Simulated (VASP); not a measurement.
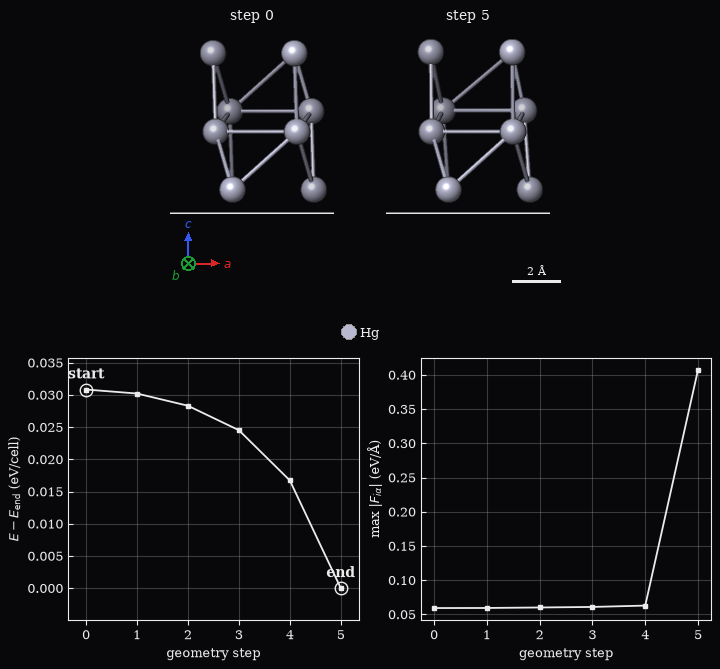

First and last geometry of a relaxation of a slab of composition Hg, with the history of the run. The picture is a ball-and-stick view of the cell of the calculation, outlined in the plane, without the vacuum, seen along the b axis.

The run lets the atoms move in a fixed cell. 4 atoms are held fixed.

The calculation used Kohn-Sham DFT of a periodic cell, PBE with TS, VASP PAW PBE potentials, recommended in VASP.

Input
```
ALGO     = Normal         # electronic algorithm
DIPOL    = 0.5 0.5 0.500
EDIFF    = 1E-7           # SCF threshold, eV
EDIFFG   = -0.01          # ionic threshold
ENCUT    = 520            # plane-wave cutoff, eV
GGA      = PE             # functional
IBRION   = 2              # ionic algorithm
IDIPOL   = 3            
ISIF     = 2              # what is computed and relaxed
ISMEAR   = 0              # smearing method
IVDW     = 2              # dispersion correction
LASPH    = True           # aspherical terms in the spheres
LCHARG   = False          # write CHGCAR
LDIPOL   = True         
LREAL    = False          # projectors in reciprocal space
LWAVE    = False          # write WAVECAR
NELM     = 100            # most SCF steps
NSW      = 40             # ionic steps
PREC     = Accurate       # precision mode
SIGMA    = 0.05           # smearing width, eV
```

Command:
```bash
cat potpaw_PBE.64/Hg/POTCAR > POTCAR
mpirun -np 1 vasp_std > vasp.out
```

Did the run converge, and what did it change?

The run was cut off at its time limit before the relaxation converged, so the last structure is only a point on the way. The largest moves, 0.14 Å, are those of Hg atoms. The cell stays as it was. Some distances before and after: Hg–Hg 3.782 → 3.949 Å, Hg–Hg 3.530 → 3.619 Å, Hg–Hg 3.589 → 3.533 Å, Hg–Hg 3.548 → 3.602 Å. The energy falls by 30.8 meV per cell of the calculation in 5 geometry steps. Largest force component: 0.059 eV/Å at the start, 0.41 eV/Å at the end. It ran on 1 thread of Intel(R) Xeon(R) 6975P-C (Granite Rapids), with other jobs on the host.

```tsv
step	E − E(0), meV/atom	largest force component, eV/Å
0	0.00	0.0593
1	-0.08	0.0594
2	-0.31	0.0601
3	-0.79	0.0609
4	-1.76	0.0629
5	-3.85	0.4077
```
